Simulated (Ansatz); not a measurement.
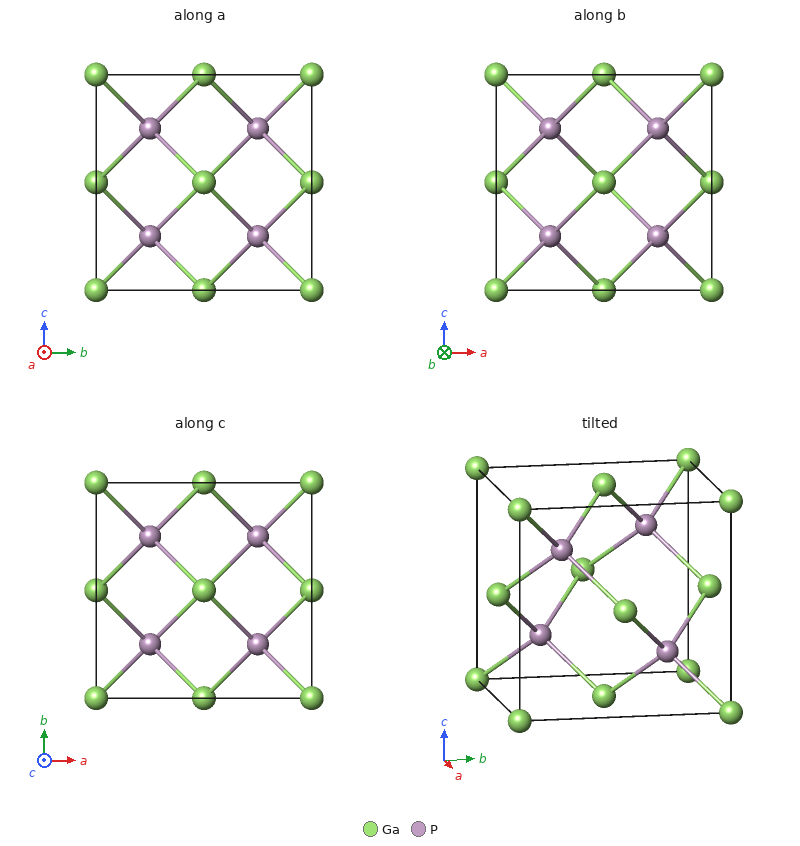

Crystal structure, ball-and-stick style, seen along the a axis, along the b axis, along the c axis and slightly off an axis. Thin lines show the conventional unit cell, with boundary atoms drawn in all their periodic places.

Lattice parameters: a = 5.4508 Å, b = 5.4508 Å, c = 5.4508 Å, α = 90.000°, β = 90.000°, γ = 90.000°.

> Record the structure as a CIF in P1 with every atom of the cell.

```cif
data_structure
_symmetry_space_group_name_H-M 'P 1'
_symmetry_Int_Tables_number 1
_cell_length_a 5.4508
_cell_length_b 5.4508
_cell_length_c 5.4508
_cell_angle_alpha 90.000
_cell_angle_beta 90.000
_cell_angle_gamma 90.000
_cell_volume 161.95
loop_
_atom_site_label
_atom_site_type_symbol
_atom_site_fract_x
_atom_site_fract_y
_atom_site_fract_z
_atom_site_occupancy
Ga1 Ga 0.0000 0.0000 0.0000 1
P1 P 0.2500 0.7500 0.7500 1
Ga2 Ga 0.0000 0.5000 0.5000 1
P2 P 0.2500 0.2500 0.2500 1
Ga3 Ga 0.5000 0.0000 0.5000 1
P3 P 0.7500 0.7500 0.2500 1
Ga4 Ga 0.5000 0.5000 0.0000 1
P4 P 0.7500 0.2500 0.7500 1
```

The model was built from a structure type filled with these elements by a generator (whether the compound takes this form wasn't checked). Earlier steps of the study, as a rule a relaxation of our own, may have changed the cell and positions, so they can lie some per cent off the listed ones. A calculation with Ansatz used it as input.

At this level of theory the run's own cell isn't at rest (forces up to 1.2 eV/Å), so its distances can differ from those at equilibrium, the more so the softer the solid.
